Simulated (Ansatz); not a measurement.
System: ZnO.

Input

```
crystal:
  lattice:
    - [3.0334914149, 0.0, 0.0]
    - [0.0, 3.0334914149, 0.0]
    - [0.0, 0.0, 5.3995402499]
  atoms:
    - { symbol: Zn, position: [0.0, 0.5, 0.0] }
    - { symbol: Zn, position: [0.5, 0.0, 0.5] }
    - { symbol: O, position: [0.5, 0.5, 0.25] }
    - { symbol: O, position: [0.5, 0.5, 0.75] }
basis:
  ecutwfc: 420
kpoints:
  mp_grid: { grid: [16, 16, 10] }
hamiltonian:
  xc: pbe
scf:
  occupations: { method: gaussian, width: 0.1 }
output:
  forces: true
  stress: true
  eigenvalues: true
  write_density: true
  write_potential: true
  elf: true
  volumetric_format: npy
relax:
  adjacent_minimum: "off"
  f_tol: 0.01
  max_steps: 80
  cell: { stress_tol: 0.05 }
```

Launched as:

```sh
ansatz run input.yaml --threads 1 --pin off --max-ram 2048MiB --backend cpu --events-out ev --progress --plain --runs-dir out
```

Below, planes, directions and counts refer to the conventional cell (a = 3.03 Å, b = 3.03 Å, c = 5.41 Å, α = 90.00°, β = 90.00°, γ = 90.00°).

The fields are those of the relaxed geometry.

Space group P4₂/mmc; a structure generated by program, which may or may not match a known phase.

These are results of DFT PBE, scalar-relativistic, plane waves, PAW in Ansatz 0.2.0, not measurements.

What will maps of the valence pseudo-density and electron localisation function show?

Zn–O (2.03 Å): ρ is about 0.53 e/Å³ halfway; the ELF peaks at about 0.85 in the valence shell of O, 0.6 Å from its nucleus, and is about 0.25 at the midpoint: no shared electron pair shows on this line.

Does the calculation make it a metal, or give it a gap?

It is metallic or semimetallic at this level of theory: no gap opens.

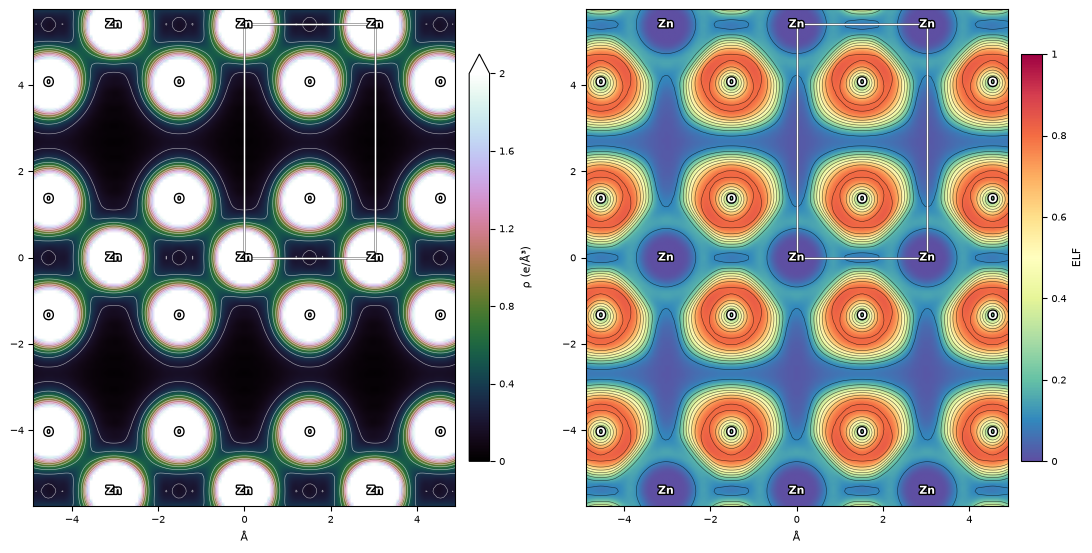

Computed valence pseudo-density and electron localisation function on the (010) plane of the conventional cell, in this order. 
